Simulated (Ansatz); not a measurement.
**Run report: LaO6, geometry relaxation (part 1 of 2)**

LaO6 (7 atoms in the cell), computed with DFT PBE, scalar-relativistic, plane waves, PAW (Ansatz 0.2.0).

The structure was made by a generator, so it may or may not be a known phase. The run did not end well. Figures and captions count atoms from 1; the log counts them from 0 in places.

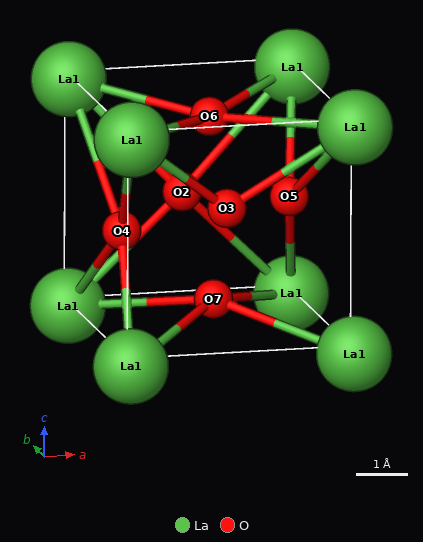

Figure 1. The input geometry (ball-and-stick view of the cell of the calculation, set on other vectors, seen slightly off an axis; atoms are numbered from 1 in the order of the input).

The input
```yaml
crystal:
  lattice:
    - [4.5836981524, 0.0331634372, 0.0122786883]
    - [0.0331634372, 4.6786944349, -0.0445796111]
    - [0.0122786883, -0.0445796111, 4.5832261088]
  atoms:
    - { symbol: La, position: [-0.0108131026, 0.0335954234, -0.0138042649] }
    - { symbol: O, position: [0.8597112129, 0.521853934, 0.5137314576] }
    - { symbol: O, position: [0.1659227664, 0.4099402291, 0.5084522244] }
    - { symbol: O, position: [0.429265826, 0.5562380473, 0.9054581977] }
    - { symbol: O, position: [0.5214107419, 0.4733131075, 0.1288164384] }
    - { symbol: O, position: [0.5305546586, 0.102950645, 0.4856957567] }
    - { symbol: O, position: [0.5039478969, 0.9021086136, 0.4716501901] }
basis:
  ecutwfc: 420
kpoints:
  mp_grid: { grid: [6, 6, 6] }
hamiltonian:
  xc: pbe
scf:
  occupations: { method: gaussian, width: 0.2 }
  lower_state_search: "off"
output:
  forces: true
  stress: true
  eigenvalues: true
relax:
  adjacent_minimum: "off"
  f_tol: 0.025
  max_steps: 60
  cell: { stress_tol: 0.25 }
```

Command:
```bash
ansatz run input.yaml --threads 1 --pin off --max-ram 2048MiB --backend cpu --events-out ev --progress --plain --runs-dir out
```

What the program printed
```
Engine: ansatz 0.2.0, aarch64-unknown-linux-gnu
Pseudopotentials: kind: paw
Pseudopotential: La, paw, valence charge 11, recommended cutoff 420 eV (normal), La.paw.azcp
Pseudopotential: O, paw, valence charge 6, recommended cutoff 420 eV (normal), O.paw.azcp
Functional definition: PBE
  parameter kappa = 0.804
  parameter beta = 0.06672455060314922
  exchange = pbe_x(kappa = kappa, mu = beta*pi^2/3)
  correlation = pbe_c(beta = beta)
Crystal: 7 atoms, lattice volume = 98.276 Å³
Basis set: ecut = 420 eV, 1915 PW (Γ), exchange–correlation on 64×64×64 points (8 copies of the dense FFT grid, shifted against one another)
Bands: 31, of which v1, the nominal top of the filled ones, is band 24 counted from 1 (23 counted from 0)
Symmetry: 1 space group operations
Space group: P1 (ITA 1), of the structure as read, at distance tolerance 4.6e-5 Å
k-points: 112 of 216 (time reversal used)
Non-local potential: La, projectors of the file, l = 0: 3, l = 1: 2, l = 2: 2, l = 3: 3
Non-local potential: O, projectors of the file, l = 0: 2, l = 1: 2, l = 2: 1
PAW form: soft (Blöchl's): semilocal exchange-correlation on the pseudo side does not see the compensation charge
PAW one-centre angular grid: La, 590 points (default); XC on 64 Gauss nodes
PAW one-centre angular grid: O, 110 points (default); XC on 64 Gauss nodes
Initial density: superposition of atomic densities (neutral atoms: chi_scale 0, normalization atom), corrected by the library's trained network
Initial wavefunctions: pseudopotential atomic-orbital guess
Functional: x = pbe(κ = 0.804, μ = 0.2195149727645171), c = pbe(β = 0.06672455060314922)
SCF iter   1: F=—  HF=-9636.165567 eV  |F-HF|=—  |Δ(HF+E_count)|=         —  Δρ=2.19e-1  dr2=7.63e1  ethr=1.77e-3  ⟨swp⟩=5.9  Hψ=29540  notcnv=0
automatic band count: the SCF goes on with 38 bands, as 31 were too few: the levels above may hold too much charge
preconditioner: auto → Kerker (q_TF=auto, 2.413 Å⁻¹)  [metal: Δε(μ)=0.004 eV  Ē_g=10.817 eV  σ=0.200 eV  W_gap=0.01  n_scr=26 (ndim 8)  ℏωp=24.0 eV  f_vac=0.008  D(μ)=24.58/eV (n_scr^D=486)]
SCF iter   2: F=—  HF=-9634.969544 eV  |F-HF|=—  |Δ(HF+E_count)|=    1.20e0  Δρ=7.72e-2  dr2=8.07e0  ethr=1.77e-3  ⟨swp⟩=2.0  Hψ=8423  notcnv=0  defer=112
SCF iter   3: F=—  HF=-9634.690409 eV  |F-HF|=—  |Δ(HF+E_count)|=   2.79e-1  Δρ=3.57e-2  dr2=2.19e0  ethr=1.77e-3  ⟨swp⟩=1.9  Hψ=4280  notcnv=0  defer=112
SCF iter   4: F=—  HF=-9634.615815 eV  |F-HF|=—  |Δ(HF+E_count)|=   7.46e-2  Δρ=2.13e-2  dr2=7.65e-1  ethr=1.77e-3  ⟨swp⟩=1.0  Hψ=4682  notcnv=0  defer=112
SCF iter   5: F=—  HF=-9634.571580 eV  |F-HF|=—  |Δ(HF+E_count)|=   4.42e-2  Δρ=9.95e-3  dr2=1.37e-1  ethr=1.63e-3  ⟨swp⟩=1.0  Hψ=4278  notcnv=0  defer=109
SCF iter   6: F=—  HF=-9634.559581 eV  |F-HF|=—  |Δ(HF+E_count)|=   1.20e-2  Δρ=4.74e-3  dr2=3.31e-2  ethr=2.92e-4  ⟨swp⟩=2.0  Hψ=5154  notcnv=0  defer=108
SCF iter   7: F=—  HF=-9634.557330 eV  |F-HF|=—  |Δ(HF+E_count)|=   2.25e-3  Δρ=1.08e-3  dr2=7.95e-4  ethr=7.04e-5  ⟨swp⟩=1.7  Hψ=4287  notcnv=0  defer=107
SCF iter   8: F=—  HF=-9634.557196 eV  |F-HF|=—  |Δ(HF+E_count)|=   1.34e-4  Δρ=3.64e-4  dr2=1.24e-4  ethr=1.69e-6  ⟨swp⟩=1.9  Hψ=5066  notcnv=0  defer=106
SCF iter   9: F=—  HF=-9634.557202 eV  |F-HF|=—  |Δ(HF+E_count)|=   6.14e-6  Δρ=1.60e-4  dr2=3.42e-5  ethr=2.64e-7  ⟨swp⟩=2.3  Hψ=6308  notcnv=0  defer=106
SCF iter  10: F=—  HF=-9634.557051 eV  |F-HF|=—  |Δ(HF+E_count)|=   1.50e-4  Δρ=6.94e-5  dr2=6.12e-6  ethr=7.28e-8  ⟨swp⟩=1.4  Hψ=4954  notcnv=0  defer=109
SCF iter  11: F=—  HF=-9634.557051 eV  |F-HF|=—  |Δ(HF+E_count)|=   2.72e-7  Δρ=2.29e-5  dr2=5.48e-7  ethr=1.30e-8  ⟨swp⟩=2.3  Hψ=5977  notcnv=0  defer=109
SCF iter  12: F=-9634.557051 eV  HF=-9634.557051 eV  |F-HF|=5.98e-9  |Δ(HF+E_count)|=   1.04e-8  Δρ=5.79e-6  dr2=4.35e-8  ethr=2.13e-10  ⟨swp⟩=9.6  Hψ=17073  notcnv=0
SCF 1 converged in 12 iterations: F = -9634.557051 eV  dr2 = 4.35e-8
  greatest PAW one-centre occupation: 0.968 electrons in one spin orbital (limit 2), on the La atom at site 0 (counted from 0), in its partial waves of l = 0
relax step   1: F+E_penalty+E_count = -9634.55705110 eV  Δ(F+E_penalty+E_count) = +0.000e0 eV  max|allowed force component| = 5.440e1 eV/Å  Δτ_max = 0.0000 Å  P = +30.557 GPa  Ω = 98.276 Å³  (12 SCF iters, dr2 threshold 1.00e-7 eV, accepted)
Crystal: 7 atoms, lattice volume = 97.870 Å³
Basis set: ecut = 420 eV, 1903 PW (Γ), exchange–correlation on 64×64×64 points (8 copies of the dense FFT grid, shifted against one another)
Bands: 38, of which v1, the nominal top of the filled ones, is band 24 counted from 1 (23 counted from 0)
Initial density: handed on by an earlier stage of this run
Initial wavefunctions: those handed on with the density
SCF iter   1: F=—  HF=-9643.327100 eV  |F-HF|=—  |Δ(HF+E_count)|=         —  Δρ=8.91e-2  dr2=1.05e1  ethr=3.10e-3  ⟨swp⟩=11.4  Hψ=23016  notcnv=0
preconditioner: auto → Kerker (q_TF=auto, 2.414 Å⁻¹)  [metal: Δε(μ)=0.010 eV  Ē_g=11.521 eV  σ=0.200 eV  W_gap=0.03  n_scr=26 (ndim 8)  ℏωp=24.6 eV  f_vac=0.006  D(μ)=6.71/eV (n_scr^D=80)]
SCF iter   2: F=—  HF=-9642.461644 eV  |F-HF|=—  |Δ(HF+E_count)|=   8.65e-1  Δρ=4.15e-2  dr2=8.36e-1  ethr=3.10e-3  ⟨swp⟩=2.0  Hψ=6345  notcnv=0  defer=267
SCF iter   3: F=—  HF=-9642.359588 eV  |F-HF|=—  |Δ(HF+E_count)|=   1.02e-1  Δρ=1.89e-2  dr2=2.29e-1  ethr=1.78e-3  ⟨swp⟩=2.0  Hψ=5021  notcnv=0  defer=267
SCF iter   4: F=—  HF=-9642.319273 eV  |F-HF|=—  |Δ(HF+E_count)|=   4.03e-2  Δρ=1.09e-2  dr2=1.39e-1  ethr=4.87e-4  ⟨swp⟩=2.2  Hψ=6665  notcnv=0  defer=267
SCF iter   5: F=—  HF=-9642.317448 eV  |F-HF|=—  |Δ(HF+E_count)|=   1.82e-3  Δρ=4.89e-3  dr2=3.31e-2  ethr=2.96e-4  ⟨swp⟩=2.0  Hψ=4696  notcnv=0  defer=267
SCF iter   6: F=—  HF=-9642.316689 eV  |F-HF|=—  |Δ(HF+E_count)|=   7.59e-4  Δρ=1.11e-3  dr2=9.05e-4  ethr=7.05e-5  ⟨swp⟩=1.0  Hψ=4006  notcnv=0  defer=267
SCF iter   7: F=—  HF=-9642.316643 eV  |F-HF|=—  |Δ(HF+E_count)|=   4.61e-5  Δρ=3.31e-4  dr2=1.59e-4  ethr=1.93e-6  ⟨swp⟩=2.0  Hψ=5425  notcnv=0  defer=267
SCF iter   8: F=—  HF=-9642.316615 eV  |F-HF|=—  |Δ(HF+E_count)|=   2.81e-5  Δρ=2.60e-4  dr2=1.01e-4  ethr=3.39e-7  ⟨swp⟩=2.5  Hψ=6837  notcnv=0  defer=291
SCF iter   9: F=—  HF=-9642.316619 eV  |F-HF|=—  |Δ(HF+E_count)|=   3.45e-6  Δρ=1.07e-4  dr2=1.73e-5  ethr=2.15e-7  ⟨swp⟩=1.0  Hψ=3956  notcnv=0  defer=291
SCF iter  10: F=-9642.316619 eV  HF=-9642.316619 eV  |F-HF|=6.82e-8  |Δ(HF+E_count)|=   6.85e-7  Δρ=2.20e-5  dr2=4.17e-7  ethr=1.49e-9  ⟨swp⟩=8.9  Hψ=19001  notcnv=0
SCF 2 converged in 10 iterations: F = -9642.316619 eV  dr2 = 4.17e-7
  greatest PAW one-centre occupation: 0.970 electrons in one spin orbital (limit 2), on the La atom at site 0 (counted from 0), in its partial waves of l = 0
relax step   2: F+E_penalty+E_count = -9642.31661930 eV  Δ(F+E_penalty+E_count) = -7.760e0 eV  max|allowed force component| = 2.912e0 eV/Å  Δτ_max = 0.1960 Å  P = -3.477 GPa  Ω = 97.870 Å³  energy of the carried Pulay correction = +2.060e-3 eV  (10 SCF iters, dr2 threshold 7.00e-7 eV, accepted)
Crystal: 7 atoms, lattice volume = 91.297 Å³
Basis set: ecut = 420 eV, 1797 PW (Γ), exchange–correlation on 64×64×64 points (8 copies of the dense FFT grid, shifted against one another)
SCF iter   1: F=—  HF=-9644.295218 eV  |F-HF|=—  |Δ(HF+E_count)|=         —  Δρ=5.35e-2  dr2=1.46e0  ethr=3.10e-3  ⟨swp⟩=9.7  Hψ=22597  notcnv=0
preconditioner: auto → Kerker (q_TF=auto, 2.442 Å⁻¹)  [metal: Δε(μ)=0.007 eV  Ē_g=12.094 eV  σ=0.200 eV  W_gap=0.02  n_scr=24 (ndim 8)  ℏωp=26.1 eV  f_vac=0.004  D(μ)=5.84/eV (n_scr^D=68)]
SCF iter   2: F=—  HF=-9644.150417 eV  |F-HF|=—  |Δ(HF+E_count)|=   1.45e-1  Δρ=2.57e-2  dr2=3.65e-1  ethr=3.10e-3  ⟨swp⟩=2.0  Hψ=5937  notcnv=0  defer=650
SCF iter   3: F=—  HF=-9644.102011 eV  |F-HF|=—  |Δ(HF+E_count)|=   4.84e-2  Δρ=4.15e-3  dr2=2.67e-2  ethr=7.77e-4  ⟨swp⟩=2.5  Hψ=6085  notcnv=0  defer=650
SCF iter   4: F=—  HF=-9644.097511 eV  |F-HF|=—  |Δ(HF+E_count)|=   4.50e-3  Δρ=1.43e-3  dr2=3.25e-3  ethr=5.67e-5  ⟨swp⟩=2.2  Hψ=6020  notcnv=0  defer=650
SCF iter   5: F=—  HF=-9644.097377 eV  |F-HF|=—  |Δ(HF+E_count)|=   1.34e-4  Δρ=6.59e-4  dr2=4.31e-4  ethr=6.93e-6  ⟨swp⟩=2.7  Hψ=5897  notcnv=0  defer=650
SCF iter   6: F=—  HF=-9644.097422 eV  |F-HF|=—  |Δ(HF+E_count)|=   4.57e-5  Δρ=2.23e-4  dr2=4.13e-5  ethr=9.16e-7  ⟨swp⟩=2.6  Hψ=6715  notcnv=0  defer=672
SCF iter   7: F=—  HF=-9644.097438 eV  |F-HF|=—  |Δ(HF+E_count)|=   1.59e-5  Δρ=8.61e-5  dr2=6.50e-6  ethr=8.78e-8  ⟨swp⟩=2.6  Hψ=6119  notcnv=0  defer=672
SCF iter   8: F=-9644.097441 eV  HF=-9644.097441 eV  |F-HF|=1.64e-8  |Δ(HF+E_count)|=   2.31e-6  Δρ=2.66e-5  dr2=5.56e-7  ethr=1.49e-9  ⟨swp⟩=8.9  Hψ=21212  notcnv=0
SCF 3 converged in 8 iterations: F = -9644.097441 eV  dr2 = 5.56e-7
  greatest PAW one-centre occupation: 0.971 electrons in one spin orbital (limit 2), on the La atom at site 0 (counted from 0), in its partial waves of l = 0
relax step   3: F+E_penalty+E_count = -9644.09744058 eV  Δ(F+E_penalty+E_count) = -1.781e0 eV  max|allowed force component| = 2.884e0 eV/Å  Δτ_max = 0.1966 Å  P = -7.759 GPa  Ω = 91.297 Å³  energy of the carried Pulay correction = +3.666e-2 eV  (8 SCF iters, dr2 threshold 7.00e-7 eV, accepted)
Crystal: 7 atoms, lattice volume = 86.512 Å³
Basis set: ecut = 420 eV, 1699 PW (Γ), exchange–correlation on 64×64×64 points (8 copies of the dense FFT grid, shifted against one another)
SCF iter   1: F=—  HF=-9644.858178 eV  |F-HF|=—  |Δ(HF+E_count)|=         —  Δρ=6.21e-2  dr2=3.52e0  ethr=3.10e-3  ⟨swp⟩=8.6  Hψ=22437  notcnv=0
preconditioner: auto → LDOS  [metal: Δε(μ)=0.011 eV  Ē_g=12.609 eV  σ=0.200 eV  W_gap=0.03  n_scr=24 (ndim 8)  ℏωp=26.8 eV  f_vac=0.013  D(μ)=4.98/eV (n_scr^D=48)  β→1.0]
SCF iter   2: F=—  HF=-9644.551201 eV  |F-HF|=—  |Δ(HF+E_count)|=   3.07e-1  Δρ=2.38e-2  dr2=2.82e-1  ethr=3.10e-3  ⟨swp⟩=3.3  Hψ=8270  notcnv=0  defer=523
SCF iter   3: F=—  HF=-9644.542396 eV  |F-HF|=—  |Δ(HF+E_count)|=   8.80e-3  Δρ=1.13e-2  dr2=1.20e-1  ethr=5.99e-4  ⟨swp⟩=2.1  Hψ=7029  notcnv=0  defer=523
SCF iter   4: F=—  HF=-9644.534342 eV  |F-HF|=—  |Δ(HF+E_count)|=   8.05e-3  Δρ=4.92e-3  dr2=2.41e-2  ethr=2.55e-4  ⟨swp⟩=1.0  Hψ=3733  notcnv=0  defer=523
SCF iter   5: F=—  HF=-9644.532294 eV  |F-HF|=—  |Δ(HF+E_count)|=   2.05e-3  Δρ=2.72e-3  dr2=6.49e-3  ethr=5.13e-5  ⟨swp⟩=1.5  Hψ=3847  notcnv=0  defer=523
SCF iter   6: F=—  HF=-9644.531631 eV  |F-HF|=—  |Δ(HF+E_count)|=   6.64e-4  Δρ=1.15e-3  dr2=1.06e-3  ethr=1.38e-5  ⟨swp⟩=1.7  Hψ=3882  notcnv=0  defer=523
SCF iter   7: F=—  HF=-9644.531474 eV  |F-HF|=—  |Δ(HF+E_count)|=   1.57e-4  Δρ=4.53e-4  dr2=1.63e-4  ethr=2.26e-6  ⟨swp⟩=2.7  Hψ=6251  notcnv=0  defer=523
SCF iter   8: F=—  HF=-9644.531437 eV  |F-HF|=—  |Δ(HF+E_count)|=   3.65e-5  Δρ=1.83e-4  dr2=2.73e-5  ethr=3.46e-7  ⟨swp⟩=1.4  Hψ=4449  notcnv=0  defer=523
SCF iter   9: F=—  HF=-9644.531435 eV  |F-HF|=—  |Δ(HF+E_count)|=   1.86e-6  Δρ=7.48e-5  dr2=4.45e-6  ethr=5.80e-8  ⟨swp⟩=2.0  Hψ=5493  notcnv=0  defer=523
SCF iter  10: F=-9644.531434 eV  HF=-9644.531435 eV  |F-HF|=3.55e-7  |Δ(HF+E_count)|=   4.15e-7  Δρ=2.58e-5  dr2=4.67e-7  ethr=1.49e-9  ⟨swp⟩=9.0  Hψ=21162  notcnv=0
SCF 4 converged in 10 iterations: F = -9644.531434 eV  dr2 = 4.67e-7
  greatest PAW one-centre occupation: 0.972 electrons in one spin orbital (limit 2), on the La atom at site 0 (counted from 0), in its partial waves of l = 0
relax step   4: F+E_penalty+E_count = -9644.53143438 eV  Δ(F+E_penalty+E_count) = -4.340e-1 eV  max|allowed force component| = 3.006e0 eV/Å  Δτ_max = 0.1905 Å  P = -3.131 GPa  Ω = 86.512 Å³  energy of the carried Pulay correction = +6.340e-2 eV  (10 SCF iters, dr2 threshold 7.00e-7 eV, accepted)
Crystal: 7 atoms, lattice volume = 88.767 Å³
Basis set: ecut = 420 eV, 1743 PW (Γ), exchange–correlation on 64×64×64 points (8 copies of the dense FFT grid, shifted against one another)
SCF iter   1: F=—  HF=-9645.433392 eV  |F-HF|=—  |Δ(HF+E_count)|=         —  Δρ=5.68e-2  dr2=2.25e0  ethr=3.10e-3  ⟨swp⟩=8.3  Hψ=20855  notcnv=0
preconditioner: auto → LDOS  [metal: Δε(μ)=0.011 eV  Ē_g=13.377 eV  σ=0.200 eV  W_gap=0.03  n_scr=22 (ndim 8)  ℏωp=26.4 eV  f_vac=0.036  D(μ)=5.13/eV (n_scr^D=52)  β→1.0]
SCF iter   2: F=—  HF=-9645.312601 eV  |F-HF|=—  |Δ(HF+E_count)|=   1.21e-1  Δρ=2.56e-2  dr2=5.36e-1  ethr=3.10e-3  ⟨swp⟩=3.1  Hψ=8050  notcnv=0  defer=635
SCF iter   3: F=—  HF=-9645.286126 eV  |F-HF|=—  |Δ(HF+E_count)|=   2.65e-2  Δρ=6.81e-3  dr2=4.15e-2  ethr=1.14e-3  ⟨swp⟩=2.1  Hψ=6591  notcnv=0  defer=635
SCF iter   4: F=—  HF=-9645.284080 eV  |F-HF|=—  |Δ(HF+E_count)|=   2.05e-3  Δρ=3.11e-3  dr2=8.65e-3  ethr=8.82e-5  ⟨swp⟩=1.7  Hψ=3696  notcnv=0  defer=635
SCF iter   5: F=—  HF=-9645.283547 eV  |F-HF|=—  |Δ(HF+E_count)|=   5.33e-4  Δρ=1.98e-3  dr2=3.51e-3  ethr=1.84e-5  ⟨swp⟩=1.7  Hψ=3745  notcnv=0  defer=635
SCF iter   6: F=—  HF=-9645.283134 eV  |F-HF|=—  |Δ(HF+E_count)|=   4.13e-4  Δρ=7.71e-4  dr2=4.72e-4  ethr=7.46e-6  ⟨swp⟩=1.7  Hψ=3896  notcnv=0  defer=635
SCF iter   7: F=—  HF=-9645.283067 eV  |F-HF|=—  |Δ(HF+E_count)|=   6.70e-5  Δρ=2.61e-4  dr2=5.64e-5  ethr=1.00e-6  ⟨swp⟩=1.6  Hψ=4443  notcnv=0  defer=635
SCF iter   8: F=—  HF=-9645.283065 eV  |F-HF|=—  |Δ(HF+E_count)|=   1.92e-6  Δρ=1.26e-4  dr2=1.39e-5  ethr=1.20e-7  ⟨swp⟩=2.5  Hψ=5784  notcnv=0  defer=635
```
